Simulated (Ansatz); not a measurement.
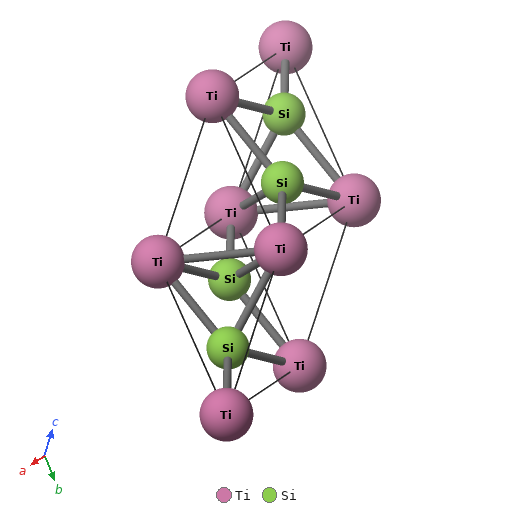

System: TiSi₂, space group Immm (No. 71). The picture shows the cell.

Structure:
```xyz
3
Lattice="-1.4670 1.6943 4.1675 1.4670 -1.6943 4.1675 1.4670 1.6943 -4.1675" Properties=species:S:1:pos:R:3 pbc="T T T"
Ti    0.0000    0.0000    0.0000
Si    0.0000    0.0000    2.7537
Si    0.0000    0.0000    5.5812
```

Calculation (Ansatz 0.2.0): deformation of a crystal at fixed volume, lengths along the axis scaled against those across it, fractional coordinates fixed, by plane-wave density functional theory with PAW datasets, free energies less that of the undisturbed cell, pressure positive in compression; scalar-relativistic. Level: PBEsol, no spin polarisation.

- wave cutoff: 420 eV
- k mesh: 24×24×24
- occupations: Gaussian
- smearing width: 0.15 eV
- k shift: (0, 0, 0) (mesh steps)
- start: relaxed
- path: axial
- axis direction: (0, 0, 1) (Cartesian unit vector)

Predict the energy change and pressure against relative axial ratio. The relative axial ratio takes the values 0.85, 0.92, 0.96, 1.00, 1.05, 1.10, 1.20.

The energy change is 166 meV/atom at relative axial ratio 0.85 and 151 meV/atom at 1.20; the lowest computed point is at relative axial ratio 1.00 (0 meV/atom), and no other minimum shows. The pressure goes from 5.073 GPa at relative axial ratio 0.85 to 1.580 GPa at 1.20, not monotonically, with a low of −0.055 GPa at 1.05.

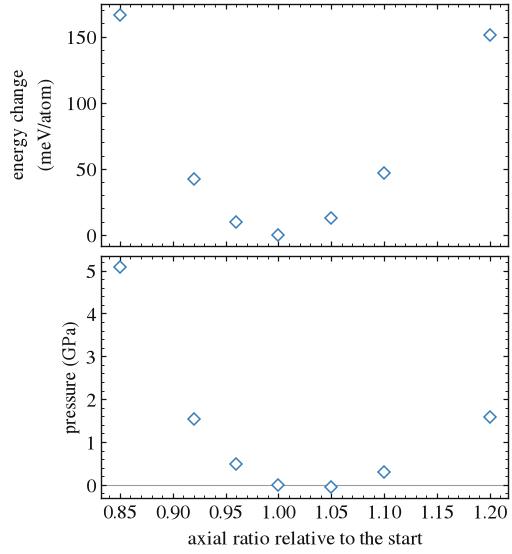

Keep in mind: shape and atomic fractions are frozen while scaling, which makes layered, chain and framework solids too stiff.
